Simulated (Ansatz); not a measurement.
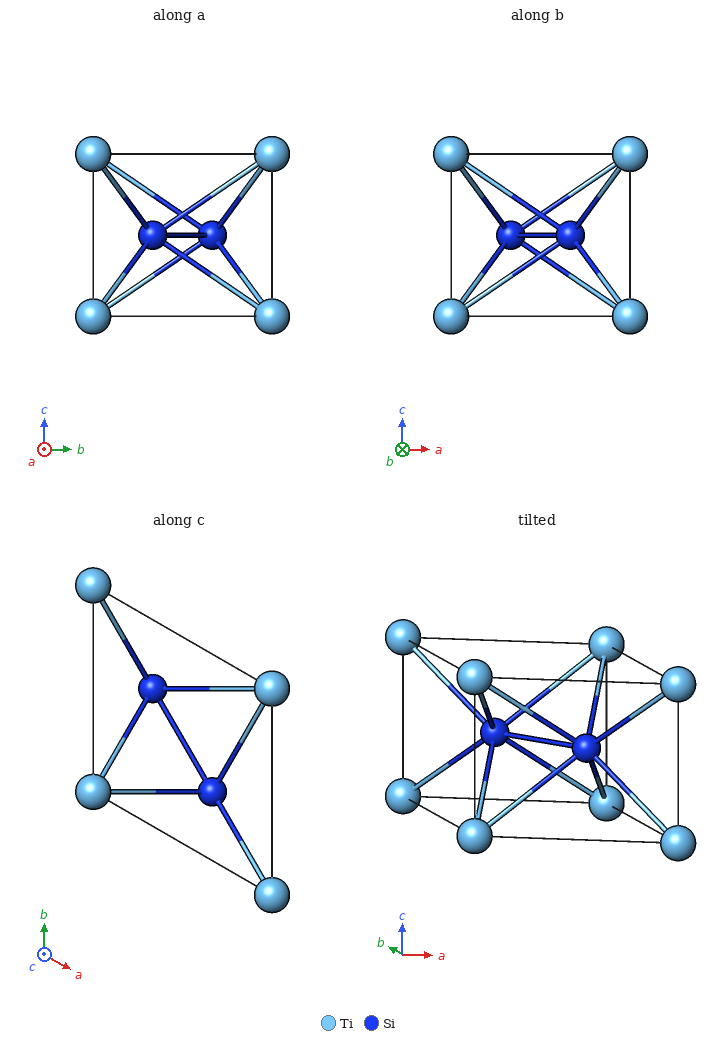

View along the a axis, along the b axis, along the c axis and slightly off an axis, drawn as a ball-and-stick model. Thin lines show the conventional unit cell, with boundary atoms drawn in all their periodic places.

Lattice parameters: a = 4.015 Å, b = 4.015 Å, c = 3.159 Å, α = 90.00°, β = 90.00°, γ = 120.00°. Put a along x and b in the xy plane.

**From the views, write a POSCAR file.**

```
Ti Si
1.0
     4.015    0.000    0.000
    -2.008    3.477    0.000
     0.000    0.000    3.159
Ti Si
1 2
Direct
  0.0000 0.0000 0.0000
  0.3333 0.6667 0.5000
  0.6667 0.3333 0.5000
```

Starting structure: a structure type filled with these elements by a generator (whether the compound takes this form wasn't checked). Earlier steps of the study may have refined or changed the cell and positions. A calculation with Ansatz used it as input.
